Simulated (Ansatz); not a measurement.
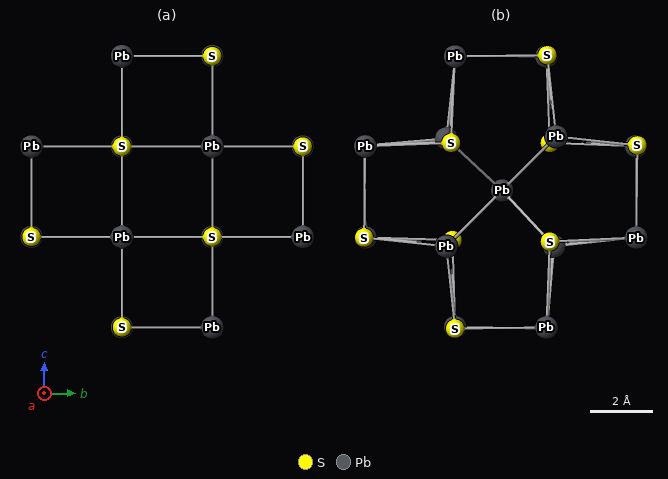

Left: perfect PbS. Right: the same region with one point defect, after relaxing the atoms in a supercell of 64 sites. A ball-and-stick model of the atoms within 5.4 Å of one point, in a slice 4.2 Å thick across the line of sight, seen along the a axis.

These are results of Ansatz, DFT, PBEsol, PAW, plane waves, not measurements. (plane-wave cutoff 420 eV; k-point mesh 1 × 1 × 1; mesh shifted by (0.25, 0.25, 0.25); collinear spin) Fermi-Dirac smearing of 0.01 eV. A uniform background neutralises the charged cell. The axes drawn are those of the host's conventional cell.

**What kind of defect was made?**

An extra lead atom is put between the host's atoms (an interstitial).

The charge state of the cell is +3.

**What does the relaxation do around it?**

The Pb atom starts with 4 Pb at 2.55 to 2.56 Å, 4 S at 2.55 to 2.56 Å around its place and ends with 4 S at 2.75 to 2.80 Å, 4 Pb at 3.05 to 3.09 Å. Of the host's atoms, a lead atom moves furthest from its site, by 0.56 Å. The Pb atom itself moves 0.06 Å from where it was put. The cell ends without a net magnetic moment.

Limits of the set-up: the cell is charged, on a uniform background, and energies carry no finite-size correction.
